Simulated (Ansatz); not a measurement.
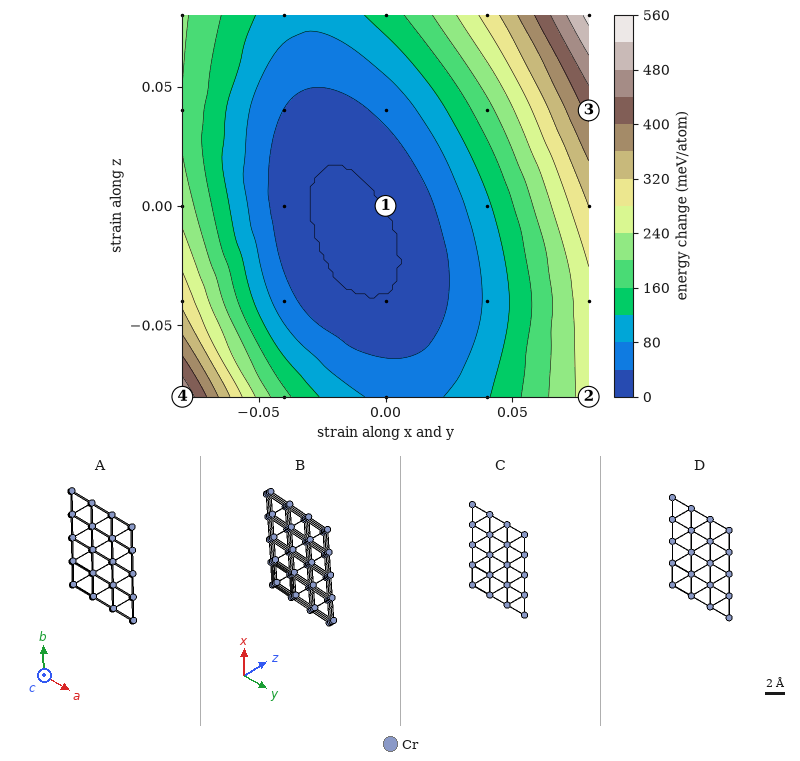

A scan of a crystal of Cr (Im-3m): the cell is strained equally along x and y and separately along z, with the atoms kept at their fractional coordinates. x, y and z are the Cartesian axes of the input. The map is interpolated between the computed points (dots). The frames are shuffled; each belongs to one numbered point. A ball-and-stick model of the cell of the calculation, repeated 3 × 4 × 3 with one cell outlined, seen along the c axis.

The calculation used DFT PBE, scalar-relativistic, plane waves, PAW in Ansatz 0.2.0. Settings: plane-wave cutoff 420 eV; k-point mesh 24 × 24 × 24; occupations gaussian; smearing width 0.15 eV; no spin polarisation. Energies (free energies at the smearing named) are counted from the cell as listed in its source, which wasn't relaxed.

Which frame belongs to which numbered point?

Answer. Point 1 is frame D, at (0.000, 0.000) and 0 meV/atom; 2 is frame B, at (0.080, −0.080) and 259 meV/atom; 3 is frame A, at (0.080, 0.040) and 411 meV/atom; 4 is frame C, at (−0.080, −0.080) and 479 meV/atom. In pairs of (strain along x and y; strain along z): the lowest computed point lies at (0.000, 0.000) (0 meV/atom), the highest at (0.080, 0.080) (534 meV/atom). The valley is tilted: raising the in-plane strain is made harder by raising the strain along z (cross term 0.35 of the geometric mean of the two curvatures). Over the ranges scanned the energy rises more along the first axis, the in-plane strain. The pressure runs from −38.7 GPa at (0.080, 0.080) to 85.2 GPa at (−0.080, −0.080).

Limits of the set-up: an element that often carries a moment was run without spin polarisation.
